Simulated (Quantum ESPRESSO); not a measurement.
**PtS₂: single-point calculation (part 1 of 4)**

- system: PtS₂ (C2/m, 3 atoms in the cell)
- method: Kohn-Sham DFT of a periodic cell, PBEsol, DFT+U, PseudoDojo 0.4 SR PBEsol stringent, spin-polarised (Quantum ESPRESSO 7.5)

The structure was built on a prototype by a generator; it need not be a known phase.

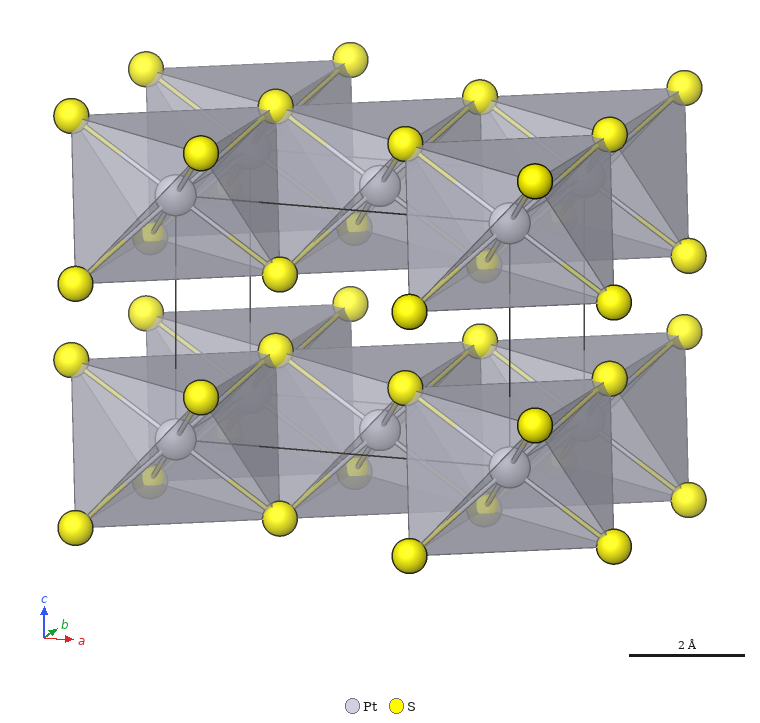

Figure 1. The input geometry (polyhedral view of the cell 2 times as large as that of the calculation, set on its symmetry axes, seen slightly off an axis; polyhedra are completed across the faces of the cell).

Input:
```
&CONTROL
  calculation = 'scf'
  prefix = 'pwscf'
  outdir = './tmp'
  pseudo_dir = './pseudo'
  tprnfor = .true.
  disk_io = 'nowf'
/
&SYSTEM
  ibrav = 0
  nat = 3
  ntyp = 2
  ecutwfc = 63
  nbnd = 25
  occupations = 'smearing'
  smearing = 'gaussian'
  degauss = 0.00367493
  nspin = 2
  starting_magnetization(1) = 0.2222
  starting_magnetization(2) = 0
  tot_magnetization = 4
  nosym = .true.
/
&ELECTRONS
  conv_thr = 1.2d-07
  electron_maxstep = 120
  mixing_beta = 0.3
  mixing_ndim = 12
  startingpot = 'file'
  mixing_fixed_ns = 8
/
ATOMIC_SPECIES
Pt   195.0840 Pt.upf
S     32.0600 S.upf
CELL_PARAMETERS angstrom
   3.1165126000   -1.9104842100    0.0000000000
   3.1165126000    1.9104842100    0.0000000000
  -0.0030682400    0.0000000000    4.3949362900
ATOMIC_POSITIONS crystal
Pt     0.0000000000    0.0000000000    0.0000000000
S      0.6879000000    0.6879000000    0.2889000000
S      0.3121000000    0.3121000000    0.7111000000
K_POINTS automatic
4 4 4 0 0 0
HUBBARD {atomic}
U Pt-5d 4.0
```

File start.in:
```
&CONTROL
  calculation = 'scf'
  prefix = 'pwscf'
  outdir = './tmp'
  pseudo_dir = './pseudo'
  disk_io = 'nowf'
/
&SYSTEM
  ibrav = 0
  nat = 3
  ntyp = 2
  ecutwfc = 63
  nbnd = 25
  occupations = 'smearing'
  smearing = 'gaussian'
  degauss = 0.00367493
  nspin = 2
  starting_magnetization(1) = 0.2222
  starting_magnetization(2) = 0
  tot_magnetization = 4
  nosym = .true.
/
&ELECTRONS
  conv_thr = 1.2d-07
  electron_maxstep = 1
  mixing_beta = 0.3
  mixing_ndim = 12
  scf_must_converge = .false.
/
ATOMIC_SPECIES
Pt   195.0840 Pt.upf
S     32.0600 S.upf
CELL_PARAMETERS angstrom
   3.1165126000   -1.9104842100    0.0000000000
   3.1165126000    1.9104842100    0.0000000000
  -0.0030682400    0.0000000000    4.3949362900
ATOMIC_POSITIONS crystal
Pt     0.0000000000    0.0000000000    0.0000000000
S      0.6879000000    0.6879000000    0.2889000000
S      0.3121000000    0.3121000000    0.7111000000
K_POINTS automatic
4 4 4 0 0 0
HUBBARD {atomic}
U Pt-5d 4.0
```

Launched with:
```bash
OMP_NUM_THREADS=1 pw.x -in start.in > start.out
cp occup.txt tmp/pwscf.save/occup.txt
OMP_NUM_THREADS=1 pw.x -in pw.in > pw.out
```

What the program printed:
```
This program is part of the open-source Quantum ESPRESSO suite
     for quantum simulation of materials; please cite
         "P. Giannozzi et al., J. Phys.:Condens. Matter 21 395502 (2009);
         "P. Giannozzi et al., J. Phys.:Condens. Matter 29 465901 (2017);
         "P. Giannozzi et al., J. Chem. Phys. 152 154105 (2020);
          URL
     in publications or presentations arising from this work. More details at

     G-vector sticks info
     --------------------
     sticks:   dense  smooth     PW     G-vecs:    dense   smooth      PW
     Sum         855     855    255                23903    23903    3889

     Using Slab Decomposition

     bravais-lattice index     =            0
     lattice parameter (alat)  =       6.9079  a.u.
     unit-cell volume          =     353.1763 (a.u.)^3
     number of atoms/cell      =            3
     number of atomic types    =            2
     number of electrons       =        30.00 (up:  17.00, down:  13.00)
     number of Kohn-Sham states=           25
     kinetic-energy cutoff     =      63.0000  Ry
     charge density cutoff     =     252.0000  Ry
     scf convergence threshold =      1.2E-07
     mixing beta               =       0.3000
     number of iterations used =           12  plain     mixing
     Exchange-correlation= PBESOL
                           (   1   4  10   8   0   0   0)
     Hubbard projectors: atomic
     Hubbard parameters of DFT+U (Dudarev formulation) in eV:
     U(Pt-5d) =  4.0000

     Internal variables: lda_plus_u =T, lda_plus_u_kind = 0

     Internal variables: orbital_resolved =F, hub_pot_fix =F, apply_U = F

     celldm(1)=   6.907873  celldm(2)=   0.000000  celldm(3)=   0.000000
     celldm(4)=   0.000000  celldm(5)=   0.000000  celldm(6)=   0.000000

     crystal axes: (cart. coord. in units of alat)
               a(1) = (   0.852557  -0.522634   0.000000 )
               a(2) = (   0.852557   0.522634   0.000000 )
               a(3) = (  -0.000839   0.000000   1.202284 )

     reciprocal axes: (cart. coord. in units 2 pi/alat)
               b(1) = (  0.586471 -0.956692  0.000409 )
               b(2) = (  0.586471  0.956692  0.000409 )
               b(3) = ( -0.000000  0.000000  0.831750 )

     PseudoPot. # 1 for Pt read from file:
     Pt.upf
     Pseudo is Norm-conserving + core correction, Zval = 18.0
     Generated using ONCVPSP code by D. R. Hamann
     Using radial grid of 1358 points,  8 beta functions with:
                l(1) =   0
                l(2) =   0
                l(3) =   1
                l(4) =   1
                l(5) =   2
                l(6) =   2
                l(7) =   3
                l(8) =   3

     PseudoPot. # 2 for S  read from file:
     S.upf
     Pseudo is Norm-conserving + core correction, Zval =  6.0
     Generated using ONCVPSP code by D. R. Hamann
     Using radial grid of 1146 points,  6 beta functions with:
                l(1) =   0
                l(2) =   0
                l(3) =   1
                l(4) =   1
                l(5) =   2
                l(6) =   2

     atomic species   valence    mass     pseudopotential
     Pt               18.00   195.08400     Pt( 1.00)
     S                 6.00    32.06000     S ( 1.00)

     Starting magnetic structure
     atomic species   magnetization
     Pt              0.222
     S               0.000

     No symmetry found

   Cartesian axes

     site n.     atom                  positions (alat units)
         1        Pt     tau(   1) = (   0.0000000   0.0000000   0.0000000  )
         2        S      tau(   2) = (   1.1727053   0.0000000   0.3473399  )
         3        S      tau(   3) = (   0.5315692  -0.0000000   0.8549442  )

     number of k points=    36  Gaussian smearing, width (Ry)=  0.0037
                       cart. coord. in units 2pi/alat
        k(    1) = (   0.0000000   0.0000000   0.0000000), wk =   0.0156250
        k(    2) = (   0.0000000   0.0000000   0.2079375), wk =   0.0312500
        k(    3) = (   0.0000000   0.0000000  -0.4158751), wk =   0.0156250
        k(    4) = (   0.1466178   0.2391729   0.0001024), wk =   0.0312500
        k(    5) = (   0.1466178   0.2391729   0.2080399), wk =   0.0312500
        k(    6) = (   0.1466178   0.2391729  -0.4157727), wk =   0.0312500
        k(    7) = (   0.1466178   0.2391729  -0.2078352), wk =   0.0312500
        k(    8) = (  -0.2932355  -0.4783459  -0.0002047), wk =   0.0156250
        k(    9) = (  -0.2932355  -0.4783459   0.2077328), wk =   0.0312500
        k(   10) = (  -0.2932355  -0.4783459  -0.4160798), wk =   0.0156250
        k(   11) = (   0.1466178  -0.2391729   0.0001024), wk =   0.0312500
        k(   12) = (   0.1466178  -0.2391729   0.2080399), wk =   0.0312500
        k(   13) = (   0.1466178  -0.2391729  -0.4157727), wk =   0.0312500
        k(   14) = (   0.1466178  -0.2391729  -0.2078352), wk =   0.0312500
        k(   15) = (   0.2932355   0.0000000   0.0002047), wk =   0.0312500
        k(   16) = (   0.2932355   0.0000000   0.2081423), wk =   0.0312500
        k(   17) = (   0.2932355   0.0000000  -0.4156704), wk =   0.0312500
        k(   18) = (   0.2932355   0.0000000  -0.2077328), wk =   0.0312500
        k(   19) = (  -0.1466178  -0.7175188  -0.0001024), wk =   0.0312500
        k(   20) = (  -0.1466178  -0.7175188   0.2078352), wk =   0.0312500
        k(   21) = (  -0.1466178  -0.7175188  -0.4159775), wk =   0.0312500
        k(   22) = (  -0.1466178  -0.7175188  -0.2080399), wk =   0.0312500
        k(   23) = (   0.0000000  -0.4783459   0.0000000), wk =   0.0312500
        k(   24) = (   0.0000000  -0.4783459   0.2079375), wk =   0.0312500
        k(   25) = (   0.0000000  -0.4783459  -0.4158751), wk =   0.0312500
        k(   26) = (   0.0000000  -0.4783459  -0.2079375), wk =   0.0312500
        k(   27) = (  -0.2932355   0.4783459  -0.0002047), wk =   0.0156250
        k(   28) = (  -0.2932355   0.4783459   0.2077328), wk =   0.0312500
        k(   29) = (  -0.2932355   0.4783459  -0.4160798), wk =   0.0156250
        k(   30) = (  -0.1466178   0.7175188  -0.0001024), wk =   0.0312500
        k(   31) = (  -0.1466178   0.7175188   0.2078352), wk =   0.0312500
        k(   32) = (  -0.1466178   0.7175188  -0.4159775), wk =   0.0312500
        k(   33) = (  -0.1466178   0.7175188  -0.2080399), wk =   0.0312500
        k(   34) = (  -0.5864711   0.0000000  -0.0004094), wk =   0.0156250
        k(   35) = (  -0.5864711   0.0000000   0.2075281), wk =   0.0312500
        k(   36) = (  -0.5864711   0.0000000  -0.4162845), wk =   0.0156250

     Dense  grid:    23903 G-vectors     FFT dimensions: (  36,  36,  45)

     Generating pointlists ...
     new r_m :   0.2622 (alat units)  1.8114 (a.u.) for type    1
     new r_m :   0.2622 (alat units)  1.8114 (a.u.) for type    2

     The initial density is read from file :
     ./tmp/pwscf.save/charge-density

     Number of Hubbard iterations with fixed ns =  8

     STARTING HUBBARD OCCUPATIONS:

     =================== HUBBARD OCCUPATIONS ===================
     ------------------------ ATOM    1 ------------------------
     Tr[ns(  1)] (up, down, total) =   5.00000  0.99990  5.99990
     Atomic magnetic moment for atom   1 =   4.00010
     SPIN  1
     eigenvalues:
       1.000  1.000  1.000  1.000  1.000
     eigenvectors (columns):
       1.000  0.000  0.000  0.000  0.000
       0.000  1.000  0.000  0.000  0.000
       0.000  0.000  1.000  0.000  0.000
       0.000  0.000  0.000  1.000  0.000
       0.000  0.000  0.000  0.000  1.000
     occupation matrix ns (before diag.):
       1.000  0.000  0.000  0.000  0.000
       0.000  1.000  0.000  0.000  0.000
       0.000  0.000  1.000  0.000  0.000
       0.000  0.000  0.000  1.000  0.000
       0.000  0.000  0.000  0.000  1.000
     SPIN  2
     eigenvalues:
      -0.000 -0.000 -0.000  0.000  1.000
     eigenvectors (columns):
       0.331  0.505 -0.509  0.602  0.114
       0.335 -0.564  0.001  0.151  0.739
      -0.391 -0.591 -0.348  0.487 -0.373
       0.314 -0.179 -0.705 -0.589 -0.158
      -0.725  0.211 -0.350 -0.174  0.526
     occupation matrix ns (before diag.):
       0.013  0.084 -0.042 -0.018  0.060
       0.084  0.546 -0.275 -0.117  0.389
      -0.042 -0.275  0.139  0.059 -0.196
      -0.018 -0.117  0.059  0.025 -0.083
       0.060  0.389 -0.196 -0.083  0.277

     Number of occupied Hubbard levels =    5.9999

     Atomic wfc used for Hubbard projectors are NOT orthogonalized

     Starting wfcs are   18 randomized atomic wfcs +    7 random wfcs

     Self-consistent Calculation

     iteration #  1     ecut=    63.00 Ry     beta= 0.30
     Davidson diagonalization with overlap
     c_bands:  1 eigenvalues not converged
     c_bands:  1 eigenvalues not converged
     c_bands:  1 eigenvalues not converged
     c_bands:  1 eigenvalues not converged
     c_bands:  1 eigenvalues not converged
     c_bands:  1 eigenvalues not converged
     c_bands:  1 eigenvalues not converged
     c_bands:  1 eigenvalues not converged
     c_bands:  1 eigenvalues not converged
     c_bands:  1 eigenvalues not converged
     c_bands:  1 eigenvalues not converged
     c_bands:  1 eigenvalues not converged
     c_bands:  1 eigenvalues not converged
     c_bands:  1 eigenvalues not converged
     c_bands:  1 eigenvalues not converged
     c_bands:  2 eigenvalues not converged
     c_bands:  1 eigenvalues not converged
     c_bands:  1 eigenvalues not converged
     c_bands:  1 eigenvalues not converged
     c_bands:  1 eigenvalues not converged
     c_bands:  1 eigenvalues not converged
     c_bands:  1 eigenvalues not converged
     c_bands:  1 eigenvalues not converged
     c_bands:  2 eigenvalues not converged
     c_bands:  1 eigenvalues not converged
     c_bands:  1 eigenvalues not converged
     c_bands:  1 eigenvalues not converged
     c_bands:  1 eigenvalues not converged
     c_bands:  1 eigenvalues not converged
     c_bands:  1 eigenvalues not converged
     c_bands:  1 eigenvalues not converged
     ethr =  1.00E-05,  avg # of iterations = 18.5

     =================== HUBBARD OCCUPATIONS ===================
     ------------------------ ATOM    1 ------------------------
     Tr[ns(  1)] (up, down, total) =   4.95402  4.92888  9.88290
     Atomic magnetic moment for atom   1 =   0.02514
     SPIN  1
     eigenvalues:
       0.989  0.990  0.990  0.993  0.993
     eigenvectors (columns):
      -0.914  0.002  0.403 -0.000  0.048
       0.284  0.003  0.719  0.004 -0.635
       0.000  0.907 -0.004  0.422  0.003
      -0.291 -0.002 -0.566  0.005 -0.771
       0.000  0.422 -0.002 -0.907 -0.006
     occupation matrix ns (before diag.):
       0.989  0.000  0.000 -0.000  0.000
       0.000  0.991 -0.000  0.002 -0.000
       0.000 -0.000  0.990  0.000 -0.001
      -0.000  0.002  0.000  0.992  0.000
       0.000 -0.000 -0.001  0.000  0.992
     SPIN  2
     eigenvalues:
       0.977  0.985  0.987  0.989  0.991
     eigenvectors (columns):
      -0.008 -0.016  0.968 -0.173 -0.180
      -0.725 -0.054 -0.173 -0.324 -0.581
      -0.209 -0.863  0.077  0.448  0.068
      -0.631  0.425  0.164  0.426  0.461
       0.181  0.267  0.011  0.695 -0.643
     occupation matrix ns (before diag.):
       0.987  0.000 -0.000 -0.000  0.000
       0.000  0.983 -0.002 -0.006  0.002
      -0.000 -0.002  0.986 -0.000  0.001
      -0.000 -0.006 -0.000  0.984  0.000
       0.000  0.002  0.001  0.000  0.989

     Number of occupied Hubbard levels =    9.8829

     RESET ns to initial values (iter <= mixing_fixed_ns)

     total energy              =    -303.29890771 Ry
     estimated scf accuracy    <       5.13180257 Ry

     total magnetization       =     4.00 Bohr mag/cell
     absolute magnetization    =     4.00 Bohr mag/cell

     iteration #  2     ecut=    63.00 Ry     beta= 0.30
     Davidson diagonalization with overlap
     ethr =  1.00E-02,  avg # of iterations =  2.0

     RESET ns to initial values (iter <= mixing_fixed_ns)

     total energy              =    -304.27402501 Ry
     estimated scf accuracy    <       0.82730956 Ry

     total magnetization       =     4.00 Bohr mag/cell
     absolute magnetization    =     4.00 Bohr mag/cell

     iteration #  3     ecut=    63.00 Ry     beta= 0.30
     Davidson diagonalization with overlap
     ethr =  2.76E-03,  avg # of iterations =  1.0

     RESET ns to initial values (iter <= mixing_fixed_ns)

     total energy              =    -304.41772048 Ry
     estimated scf accuracy    <       0.09177541 Ry

     total magnetization       =     4.00 Bohr mag/cell
     absolute magnetization    =     4.00 Bohr mag/cell

     iteration #  4     ecut=    63.00 Ry     beta= 0.30
     Davidson diagonalization with overlap
     ethr =  3.06E-04,  avg # of iterations =  1.5

     RESET ns to initial values (iter <= mixing_fixed_ns)

     total energy              =    -304.42836150 Ry
     estimated scf accuracy    <       0.00209107 Ry

     total magnetization       =     4.00 Bohr mag/cell
     absolute magnetization    =     4.00 Bohr mag/cell

     iteration #  5     ecut=    63.00 Ry     beta= 0.30
     Davidson diagonalization with overlap
     ethr =  6.97E-06,  avg # of iterations =  7.7

     RESET ns to initial values (iter <= mixing_fixed_ns)

     total energy              =    -304.42894867 Ry
     estimated scf accuracy    <       0.00042887 Ry

     total magnetization       =     4.00 Bohr mag/cell
     absolute magnetization    =     4.00 Bohr mag/cell

     iteration #  6     ecut=    63.00 Ry     beta= 0.30
     Davidson diagonalization with overlap
     ethr =  1.43E-06,  avg # of iterations =  1.8

     RESET ns to initial values (iter <= mixing_fixed_ns)

     total energy              =    -304.42906454 Ry
     estimated scf accuracy    <       0.00017265 Ry

     total magnetization       =     4.00 Bohr mag/cell
     absolute magnetization    =     4.00 Bohr mag/cell

     iteration #  7     ecut=    63.00 Ry     beta= 0.30
     Davidson diagonalization with overlap
     ethr =  5.76E-07,  avg # of iterations =  2.0

     RESET ns to initial values (iter <= mixing_fixed_ns)

     total energy              =    -304.42910249 Ry
     estimated scf accuracy    <       0.00007247 Ry

     total magnetization       =     4.00 Bohr mag/cell
     absolute magnetization    =     4.00 Bohr mag/cell

     iteration #  8     ecut=    63.00 Ry     beta= 0.30
     Davidson diagonalization with overlap
     ethr =  2.42E-07,  avg # of iterations =  1.1

     RESET ns to initial values (iter <= mixing_fixed_ns)

     total energy              =    -304.42911744 Ry
     estimated scf accuracy    <       0.00001047 Ry

     total magnetization       =     4.00 Bohr mag/cell
     absolute magnetization    =     4.00 Bohr mag/cell

     iteration #  9     ecut=    63.00 Ry     beta= 0.30
     Davidson diagonalization with overlap
     ethr =  3.49E-08,  avg # of iterations =  1.0

     total energy              =    -304.42911793 Ry
     estimated scf accuracy    <       0.28733976 Ry

     total magnetization       =     4.00 Bohr mag/cell
     absolute magnetization    =     4.00 Bohr mag/cell

     iteration # 10     ecut=    63.00 Ry     beta= 0.30
     Davidson diagonalization with overlap
     ethr =  3.49E-08,  avg # of iterations =  1.0

     total energy              =    -304.42911434 Ry
     estimated scf accuracy    <       0.28733975 Ry

     total magnetization       =     4.00 Bohr mag/cell
     absolute magnetization    =     4.00 Bohr mag/cell

     iteration # 11     ecut=    63.00 Ry     beta= 0.30
     Davidson diagonalization with overlap
     ethr =  3.49E-08,  avg # of iterations =  1.0

     total energy              =    -304.42910971 Ry
     estimated scf accuracy    <       0.28736274 Ry

     total magnetization       =     4.00 Bohr mag/cell
     absolute magnetization    =     4.00 Bohr mag/cell

     iteration # 12     ecut=    63.00 Ry     beta= 0.30
     Davidson diagonalization with overlap
     ethr =  3.49E-08,  avg # of iterations =  1.0

     total energy              =    -304.42910995 Ry
     estimated scf accuracy    <       0.28739259 Ry

     total magnetization       =     4.00 Bohr mag/cell
     absolute magnetization    =     4.00 Bohr mag/cell

     iteration # 13     ecut=    63.00 Ry     beta= 0.30
     Davidson diagonalization with overlap
     ethr =  3.49E-08,  avg # of iterations =  1.0

     total energy              =    -304.42912425 Ry
     estimated scf accuracy    <       0.28730429 Ry

     total magnetization       =     4.00 Bohr mag/cell
     absolute magnetization    =     4.00 Bohr mag/cell

     iteration # 14     ecut=    63.00 Ry     beta= 0.30
     Davidson diagonalization with overlap
     ethr =  3.49E-08,  avg # of iterations =  1.0

     total energy              =    -304.42914776 Ry
     estimated scf accuracy    <       0.28739830 Ry

     total magnetization       =     4.00 Bohr mag/cell
     absolute magnetization    =     4.00 Bohr mag/cell

     iteration # 15     ecut=    63.00 Ry     beta= 0.30
     Davidson diagonalization with overlap
     ethr =  3.49E-08,  avg # of iterations =  1.0

     total energy              =    -304.42915308 Ry
     estimated scf accuracy    <       0.28716334 Ry

     total magnetization       =     4.00 Bohr mag/cell
     absolute magnetization    =     4.00 Bohr mag/cell

     iteration # 16     ecut=    63.00 Ry     beta= 0.30
     Davidson diagonalization with overlap
     ethr =  3.49E-08,  avg # of iterations =  1.0
```
